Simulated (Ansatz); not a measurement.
# Geometry relaxation, with input and output: Ta

The run: geometry relaxation of Ta (1 atom in the cell). Method and program: DFT PBE+D3(BJ), scalar-relativistic, plane waves, PAW, no spin polarisation (Ansatz 0.2.0).

The structure derives from an entry of the Crystallography Open Database. Figures and captions count atoms from 1; the log counts them from 0 in places.

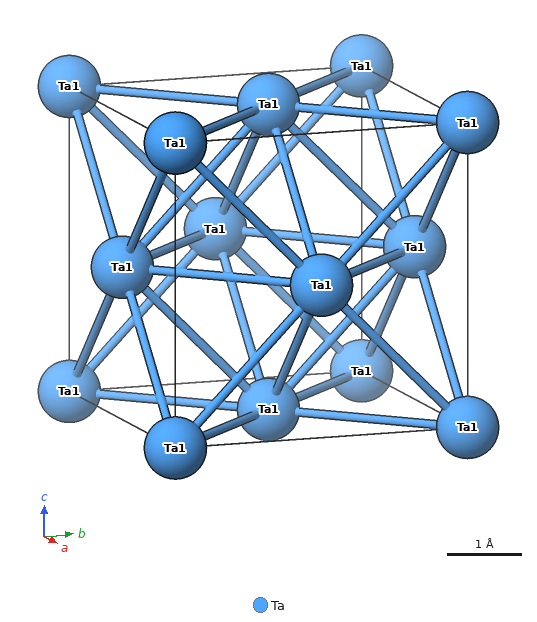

**Figure 1.** The input geometry (ball-and-stick view of the cell 4 times as large as that of the calculation, set on its symmetry axes, seen slightly off an axis; atoms are numbered from 1 in the order of the input). An atom can appear more than once, as a periodic image. Near neighbours in the periodic cell (some may lie outside the picture): Ta has 12 Ta at 2.98 Å.

The input:
```yaml
crystal:
  lattice:
    - [0.0, 2.11, 2.11]
    - [2.11, 0.0, 2.11]
    - [2.11, 2.11, 0.0]
  atoms:
    - { symbol: Ta, position: [0.0, 0.0, 0.0] }
basis:
  ecutwfc: 420
kpoints:
  mp_grid: { grid: [18, 18, 18] }
hamiltonian:
  xc: pbe
  dispersion: d3bj
scf:
  occupations: { method: gaussian, width: 0.1 }
output:
  forces: true
  stress: true
  eigenvalues: true
relax:
  adjacent_minimum: "off"
  f_tol: 0.005
  max_steps: 80
  cell: { stress_tol: 0.05 }
```

Launch command:
```bash
ansatz run input.yaml --threads 2 --pin off --max-ram 5120MiB --backend cpu --events-out ev --progress --plain --runs-dir out
```

Log:
```
Engine: ansatz 0.2.0, aarch64-unknown-linux-gnu
Pseudopotentials: kind: paw
Pseudopotential: Ta, paw, valence charge 13, recommended cutoff 420 eV (normal), Ta.paw.azcp
Functional definition: PBE
  parameter kappa = 0.804
  parameter beta = 0.06672455060314922
  exchange = pbe_x(kappa = kappa, mu = beta*pi^2/3)
  correlation = pbe_c(beta = beta)
Crystal: 1 atoms, lattice volume = 18.788 Å³
Basis set: ecut = 420 eV, 339 PW (Γ), exchange–correlation on 40×40×40 points (8 copies of the dense FFT grid, shifted against one another)
Bands: 11, of which v1, the nominal top of the filled ones, is band 7 counted from 1 (6 counted from 0)
Symmetry: 48 space group operations
Space group: Fm-3m (ITA 225), of the structure as read, at distance tolerance 2.7e-5 Å
k-points: 195 of 5832
Non-local potential: Ta, projectors of the file, l = 0: 3, l = 1: 2, l = 2: 2, l = 3: 1
PAW form: soft (Blöchl's): semilocal exchange-correlation on the pseudo side does not see the compensation charge
PAW one-centre angular grid: Ta, 590 points (default); XC on 64 Gauss nodes
Initial density: superposition of atomic densities (neutral atoms: chi_scale 0, normalization atom), corrected by the library's trained network
Initial wavefunctions: pseudopotential atomic-orbital guess
Functional: x = pbe(κ = 0.804, μ = 0.2195149727645171), c = pbe(β = 0.06672455060314922)
SCF iter   1: F=—  HF=-9932.646907 eV  |F-HF|=—  |Δ(HF+E_count)|=         —  Δρ=2.86e-3  dr2=6.38e-4  ethr=1.77e-3  ⟨swp⟩=5.2  Hψ=12035  notcnv=0
preconditioner: auto → none  [metal: Δε(μ)=0.020 eV  Ē_g=7.832 eV  σ=0.100 eV  W_gap=0.11  n_scr=0 (ndim 8)  ℏωp=19.2 eV  f_vac=0.000  D(μ)=1.33/eV (n_scr^D=14)]
SCF iter   2: F=—  HF=-9932.647056 eV  |F-HF|=—  |Δ(HF+E_count)|=   1.49e-4  Δρ=1.55e-3  dr2=1.65e-4  ethr=4.90e-6  ⟨swp⟩=2.5  Hψ=4759  notcnv=0
SCF iter   3: F=—  HF=-9932.647183 eV  |F-HF|=—  |Δ(HF+E_count)|=   1.27e-4  Δρ=2.22e-4  dr2=4.21e-6  ethr=1.27e-6  ⟨swp⟩=2.0  Hψ=2554  notcnv=0
SCF iter   4: F=—  HF=-9932.647179 eV  |F-HF|=—  |Δ(HF+E_count)|=   3.73e-6  Δρ=7.97e-5  dr2=3.48e-7  ethr=3.24e-8  ⟨swp⟩=2.0  Hψ=3294  notcnv=0
iter 5 did not close the SCF: its close was put off for the readings that it lacked (scf_convergence_deferred on its scf_iter line)
SCF iter   5: F=-9932.647179 eV  HF=-9932.647179 eV  |F-HF|=9.31e-10  |Δ(HF+E_count)|=   1.27e-7  Δρ=9.36e-6  dr2=1.14e-8  ethr=2.68e-9  ⟨swp⟩=2.0  Hψ=3185  notcnv=0
SCF iter   6: F=-9932.647179 eV  HF=-9932.647179 eV  |F-HF|=7.91e-10  |Δ(HF+E_count)|=   2.29e-9  Δρ=5.20e-6  dr2=1.67e-9  ethr=8.80e-11  ⟨swp⟩=2.9  Hψ=7969  notcnv=0
SCF 1 converged in 6 iterations: F = -9932.647179 eV  dr2 = 1.67e-9
  greatest PAW one-centre occupation: 0.999 electrons in one spin orbital (limit 2), on the Ta atom at site 0 (counted from 0), in its partial waves of l = 0
relax step   1: F+E_penalty+E_count = -9932.64717917 eV  Δ(F+E_penalty+E_count) = +0.000e0 eV  max|allowed force component| = 0.000e0 eV/Å  Δτ_max = 0.0000 Å  P = -5.195 GPa  Ω = 18.788 Å³  (6 SCF iters, dr2 threshold 1.00e-7 eV, accepted)
Crystal: 1 atoms, lattice volume = 16.955 Å³
Basis set: ecut = 420 eV, 331 PW (Γ), exchange–correlation on 40×40×40 points (8 copies of the dense FFT grid, shifted against one another)
Initial density: handed on by an earlier stage of this run
Initial wavefunctions: those handed on with the density
iter 1 solved again at ethr=1.02e-5 eV; its pass at ethr=3.10e-3 eV (dr2=1.32e-3 eV) is discarded
SCF iter   1: F=—  HF=-9932.588851 eV  |F-HF|=—  |Δ(HF+E_count)|=         —  Δρ=3.39e-3  dr2=1.35e-3  ethr=1.02e-5  ⟨swp⟩=1.1  Hψ=16681  notcnv=0
preconditioner: auto → none  [metal: Δε(μ)=0.022 eV  Ē_g=8.655 eV  σ=0.100 eV  W_gap=0.12  n_scr=0 (ndim 8)  ℏωp=20.2 eV  f_vac=0.000  D(μ)=1.17/eV (n_scr^D=14)]
SCF iter   2: F=—  HF=-9932.588905 eV  |F-HF|=—  |Δ(HF+E_count)|=   5.37e-5  Δρ=1.29e-3  dr2=1.02e-4  ethr=1.02e-5  ⟨swp⟩=2.5  Hψ=2930  notcnv=0
SCF iter   3: F=—  HF=-9932.589072 eV  |F-HF|=—  |Δ(HF+E_count)|=   1.68e-4  Δρ=2.98e-4  dr2=3.90e-6  ethr=7.85e-7  ⟨swp⟩=2.0  Hψ=2571  notcnv=0
SCF iter   4: F=—  HF=-9932.589086 eV  |F-HF|=—  |Δ(HF+E_count)|=   1.37e-5  Δρ=8.57e-6  dr2=1.02e-8  ethr=7.69e-10  ⟨swp⟩=4.0  Hψ=11457  notcnv=0
SCF iter   5: F=-9932.589086 eV  HF=-9932.589086 eV  |F-HF|=7.28e-12  |Δ(HF+E_count)|=   1.06e-9  Δρ=1.06e-6  dr2=8.74e-11  ethr=7.87e-11  ⟨swp⟩=2.0  Hψ=7199  notcnv=0
SCF 2 converged in 5 iterations: F = -9932.589086 eV  dr2 = 8.74e-11
  greatest PAW one-centre occupation: 1.000 electrons in one spin orbital (limit 2), on the Ta atom at site 0 (counted from 0), in its partial waves of l = 0
relax step   2: F+E_penalty+E_count = -9932.58908601 eV  Δ(F+E_penalty+E_count) = +5.809e-2 eV  max|allowed force component| = 0.000e0 eV/Å  Δτ_max = 0.0000 Å  P = +17.231 GPa  Ω = 16.955 Å³  energy of the carried Pulay correction = +7.231e-4 eV  (5 SCF iters, dr2 threshold 1.00e-7 eV, rejected (line search))
Crystal: 1 atoms, lattice volume = 18.329 Å³
iter 1 solved again at ethr=7.59e-6 eV; its pass at ethr=3.10e-3 eV (dr2=9.87e-4 eV) is discarded
SCF iter   1: F=—  HF=-9932.655565 eV  |F-HF|=—  |Δ(HF+E_count)|=         —  Δρ=2.62e-3  dr2=9.52e-4  ethr=7.59e-6  ⟨swp⟩=1.2  Hψ=16702  notcnv=0
preconditioner: auto → none  [metal: Δε(μ)=0.009 eV  Ē_g=8.036 eV  σ=0.100 eV  W_gap=0.05  n_scr=0 (ndim 8)  ℏωp=19.4 eV  f_vac=0.000  D(μ)=1.35/eV (n_scr^D=14)]
SCF iter   2: F=—  HF=-9932.655551 eV  |F-HF|=—  |Δ(HF+E_count)|=   1.37e-5  Δρ=9.73e-4  dr2=6.40e-5  ethr=7.32e-6  ⟨swp⟩=2.6  Hψ=2989  notcnv=0
SCF iter   3: F=—  HF=-9932.655647 eV  |F-HF|=—  |Δ(HF+E_count)|=   9.59e-5  Δρ=2.50e-4  dr2=3.11e-6  ethr=4.92e-7  ⟨swp⟩=2.0  Hψ=2556  notcnv=0
SCF iter   4: F=—  HF=-9932.655659 eV  |F-HF|=—  |Δ(HF+E_count)|=   1.22e-5  Δρ=8.48e-6  dr2=1.15e-8  ethr=2.39e-8  ⟨swp⟩=2.8  Hψ=3461  notcnv=0
SCF iter   5: F=—  HF=-9932.655659 eV  |F-HF|=—  |Δ(HF+E_count)|=   2.46e-7  Δρ=8.02e-7  dr2=5.57e-11  ethr=8.86e-11  ⟨swp⟩=2.4  Hψ=2884  notcnv=0
SCF iter   6: F=-9932.655659 eV  HF=-9932.655659 eV  |F-HF|=5.46e-12  |Δ(HF+E_count)|=  2.00e-11  Δρ=4.79e-8  dr2=1.51e-13  ethr=1.00e-12  ⟨swp⟩=5.5  Hψ=7943  notcnv=0
SCF 3 converged in 6 iterations: F = -9932.655659 eV  dr2 = 1.51e-13
relax step   3: F+E_penalty+E_count = -9932.65565875 eV  Δ(F+E_penalty+E_count) = -8.480e-3 eV  max|allowed force component| = 0.000e0 eV/Å  Δτ_max = 0.0000 Å  P = -0.516 GPa  Ω = 18.329 Å³  energy of the carried Pulay correction = +1.743e-4 eV  (6 SCF iters, accepted)
Crystal: 1 atoms, lattice volume = 18.280 Å³
iter 1 solved again at ethr=1.58e-8 eV; its pass at ethr=3.10e-3 eV (dr2=2.05e-6 eV) is discarded
SCF iter   1: F=—  HF=-9932.655756 eV  |F-HF|=—  |Δ(HF+E_count)|=         —  Δρ=8.88e-5  dr2=1.03e-6  ethr=1.58e-8  ⟨swp⟩=2.6  Hψ=14726  notcnv=0
preconditioner: auto → none  [metal: Δε(μ)=0.008 eV  Ē_g=8.049 eV  σ=0.100 eV  W_gap=0.04  n_scr=0 (ndim 8)  ℏωp=19.4 eV  f_vac=0.000  D(μ)=1.37/eV (n_scr^D=14)]
SCF iter   2: F=-9932.655754 eV  HF=-9932.655754 eV  |F-HF|=1.04e-7  |Δ(HF+E_count)|=   1.87e-6  Δρ=3.42e-5  dr2=7.94e-8  ethr=7.69e-10  ⟨swp⟩=3.5  Hψ=9079  notcnv=0
SCF 4 converged in 2 iterations: F = -9932.655754 eV  dr2 = 7.94e-8
relax step   4: F+E_penalty+E_count = -9932.65575442 eV  Δ(F+E_penalty+E_count) = -9.567e-5 eV  max|allowed force component| = 0.000e0 eV/Å  Δτ_max = 0.0000 Å  P = +0.018 GPa  Ω = 18.280 Å³  energy of the carried Pulay correction = +1.933e-4 eV  (2 SCF iters, dr2 threshold 1.00e-7 eV, accepted)
Initial wavefunctions: pseudopotential atomic-orbital guess (no wavefunctions were taken with the density)
iter 1 solved again at ethr=5.96e-8 eV; its pass at ethr=3.10e-3 eV (dr2=7.75e-6 eV) is discarded
SCF iter   1: F=—  HF=-9932.655582 eV  |F-HF|=—  |Δ(HF+E_count)|=         —  Δρ=4.06e-5  dr2=9.04e-8  ethr=5.96e-8  ⟨swp⟩=3.2  Hψ=17815  notcnv=0
preconditioner: auto → none  [metal: Δε(μ)=0.007 eV  Ē_g=8.049 eV  σ=0.100 eV  W_gap=0.04  n_scr=0 (ndim 8)  ℏωp=19.4 eV  f_vac=0.000  D(μ)=1.37/eV (n_scr^D=14)]
SCF iter   2: F=—  HF=-9932.655580 eV  |F-HF|=—  |Δ(HF+E_count)|=   2.32e-6  Δρ=1.94e-5  dr2=1.41e-8  ethr=6.96e-10  ⟨swp⟩=2.4  Hψ=3348  notcnv=0
SCF iter   3: F=—  HF=-9932.655580 eV  |F-HF|=—  |Δ(HF+E_count)|=   4.70e-8  Δρ=2.64e-6  dr2=5.21e-10  ethr=1.08e-10  ⟨swp⟩=3.0  Hψ=3417  notcnv=0
SCF iter   4: F=-9932.655580 eV  HF=-9932.655580 eV  |F-HF|=0.00e0  |Δ(HF+E_count)|=  6.37e-10  Δρ=4.19e-7  dr2=9.22e-12  ethr=1.00e-12  ⟨swp⟩=4.1  Hψ=9627  notcnv=0
SCF 5 converged in 4 iterations: F = -9932.655580 eV  dr2 = 9.22e-12
relax step   5: F+E_penalty+E_count = -9932.65557989 eV  Δ(F+E_penalty+E_count) = +1.745e-4 eV  max|allowed force component| = 0.000e0 eV/Å  Δτ_max = 0.0000 Å  P = +0.004 GPa  Ω = 18.280 Å³  stress off target by 4.35e-3 GPa  SCF on the basis re-selected at this cell (its energy is not comparable with the rows above)  (4 SCF iters)
```

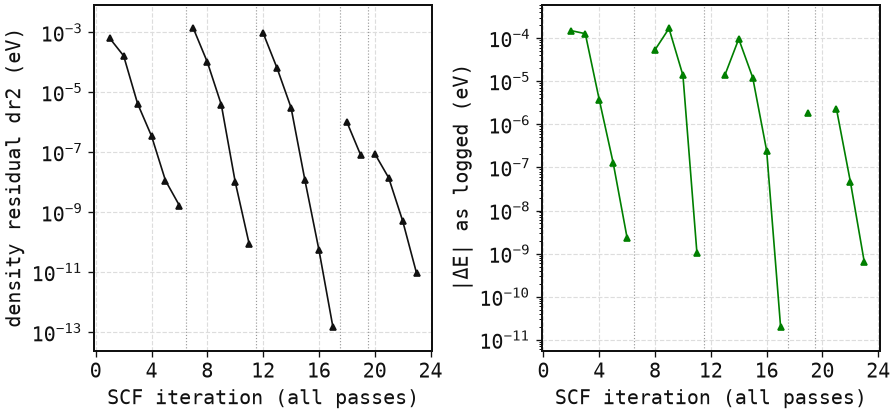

**Figure 2.** Convergence of the self-consistent field: density residual dr2 and size of the energy change against the SCF iteration. The dotted lines part the SCF passes of the relaxation: geometry steps, rejected trials and re-solves on a re-selected basis. The 5 passes take 2 to 6 iterations each, 23 in all.

```
basis re-selected at this cell: Δ(F+E_penalty+E_count) = +1.745e-4 eV, ΔP = -0.014 GPa vs the last step (what re-selecting the basis moved, of the pressure what is left beyond the Pulay correction that the steps carried, after the strain that the cell walked since its last selection, with what the two solves' SCF thresholds leave and, on support functions, any second-order correction that the steps lacked; it is no measure of the basis error at this ecutwfc). This SCF's stress stands 4.35e-3 GPa from its target on what of the cell is left free (relax.cell.stress_tol is 5.00e-2 GPa) and its largest allowed force component is 0.00e0 eV/Å (relax.f_tol is 5.00e-3 eV/Å): within both
SCF converged after 4 iterations
Free energy (F): -9932.655580 eV
Harris-Foulkes:  -9932.655580 eV  (|F-HF|=0.00e0)
Internal energy: -9932.648742 eV  (E = F + TS)
E sigma→0 (E₀):  -9932.652161 eV
Entropy (-TS):   -0.006837 eV (-6.837 meV/atom)
Fermi energy:    18.714631 eV
--- Per-component energies (eV) ---
  E_band       = -107.355465
  E_kinetic    = 365.880586
  E_local      = -555.660215  (includes V_loc(G=0)·N_el)
  E_nonlocal   = 14.480992
  E_hartree    = 192.348316
  E_xc         = -218.433053
  E_vxc        = -203.996468  (∫ρ·V_xc dr)
  E_paw        = -8396.502035  (= ΣΔE_a)
  E_vpaw       = -112.757130  (= ΣTr[D̂ρ^β])
  E_aug_tail   = 0.000155  (compensation charges beyond the density's cutoff)
  E_ewald      = -1334.110897
  E_disp       = -0.652591  (pairwise vdW)
  E_smearing   = -0.006837  (= −TS)
  E_closure    = 0.000000  (closes the sum)
  Σ components = -9932.655580   (vs F -9932.655580, Δ=0.00e0)
--- Forces (eV/Å), atoms counted from 1 ---
  atom   1  Ta     0.00000000     0.00000000     0.00000000
  max |Σ_I F_I| component: 4.93e-32 eV/Å
--- Stress (GPa, compression-positive) ---
        0.004348      -0.000000      -0.000000
       -0.000000       0.004348       0.000000
       -0.000000       0.000000       0.004348
  P = ⅓ Tr σ = 0.0043 GPa (0.043 kbar)
--- Band table (eV; the first three rows and the last of 195) ---
  k-point 0: bands = ["-48.7951", "-14.7699", "-14.7699", "-14.7699", "10.4810", "19.1452", "19.1452", "19.1452", "22.2603", "22.2603", "30.9134"]
  k-point 1: bands = ["-48.7921", "-14.8060", "-14.7744", "-14.7744", "10.6089", "19.0320", "19.2070", "19.2070", "22.1975", "22.1975", "31.1811"]
  k-point 2: bands = ["-48.7835", "-14.9092", "-14.7875", "-14.7875", "10.9793", "18.7385", "19.3682", "19.3682", "22.0547", "22.0547", "31.8916"]
  k-point 194: bands = ["-48.6620", "-15.5555", "-15.4438", "-15.1874", "15.7688", "17.0635", "18.0111", "20.8703", "25.4192", "28.8451", "28.9185"]
--- Relaxed structure (4 steps of the walk, 3 accepted, 1 SCFs on fresh bases) ---
  F+E_penalty+E_count = -9932.65557989 eV   max|allowed force component| = 0.000e0 eV/Å   (the final SCF, on the basis selected at the relaxed cell)
  cell:  # Å, volume = 18.2797 Å³
    - [-3.1846075205597437e-34, 2.0908017595411397, 2.0908017595411397]
    - [2.0908017595411397, 9.553822561679229e-35, 2.0908017595411397]
    - [2.0908017595411397, 2.0908017595411397, 2.6113781668589895e-34]
  atoms:
    - { symbol: Ta, position: [0.0, 0.0, 0.0] }
```

Trajectory as extended XYZ (Å, eV, eV/Å), 5 frames, from step=1 to step=5:
```
1
Lattice="0.0000 2.1100 2.1100 2.1100 0.0000 2.1100 2.1100 2.1100 0.0000" Properties=species:S:1:pos:R:3:forces:R:3 step=1 energy=-9932.64718 pressure_GPa=-5.19
Ta    0.0000    0.0000    0.0000    0.0000   0.0000   0.0000
1
Lattice="0.0000 2.0390 2.0390 2.0390 0.0000 2.0390 2.0390 2.0390 0.0000" Properties=species:S:1:pos:R:3:forces:R:3 step=2 energy=-9932.58909 pressure_GPa=17.23 accepted=F
Ta    0.0000    0.0000    0.0000    0.0000   0.0000   0.0000
1
Lattice="0.0000 2.0927 2.0927 2.0927 0.0000 2.0927 2.0927 2.0927 0.0000" Properties=species:S:1:pos:R:3:forces:R:3 step=3 energy=-9932.65566 pressure_GPa=-0.52
Ta    0.0000    0.0000    0.0000    0.0000   0.0000   0.0000
1
Lattice="0.0000 2.0908 2.0908 2.0908 0.0000 2.0908 2.0908 2.0908 0.0000" Properties=species:S:1:pos:R:3:forces:R:3 step=4 energy=-9932.65575 pressure_GPa=0.02
Ta    0.0000    0.0000    0.0000    0.0000   0.0000   0.0000
1
Lattice="0.0000 2.0908 2.0908 2.0908 0.0000 2.0908 2.0908 2.0908 0.0000" Properties=species:S:1:pos:R:3:forces:R:3 step=5 energy=-9932.65558 pressure_GPa=0.00
Ta    0.0000    0.0000    0.0000    0.0000   0.0000   0.0000
```

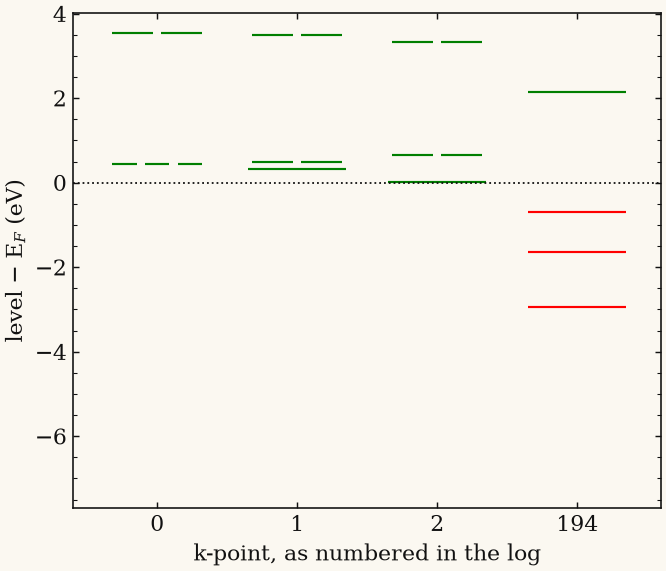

**Figure 3.** Kohn–Sham levels near the Fermi level (dotted) at the few k-points that the log prints; levels within 0.02 eV of each other stand side by side. The system is metallic on the full mesh.

Key numbers:

| quantity | value |
| --- | --- |
| outcome | converged |
| space group (tolerance 0.01 Å) | Fm-3m (225) |
| electrons treated | 13 |
| free energy | −9932.6556 eV |
| Fermi energy | 18.715 eV |
| gap on the k-point mesh | none (metallic) |
| pressure | 0.00 GPa |
| final volume | 18.28 Å³ |
| largest force (length of the vector) at the end | under 0.001 eV/Å |
| final cell | a = 2.957 Å, b = 2.957 Å, c = 2.957 Å, α = 60.00°, β = 60.00°, γ = 60.00° |
| hardware | 2 threads of Arm Neoverse V2, 24 GiB of memory available, shared host |
| wall time | 7 s (CPU time 14 s) |
| peak memory | 0.32 GiB |

Notes:

Spin–orbit coupling is left out, which matters for Ta.
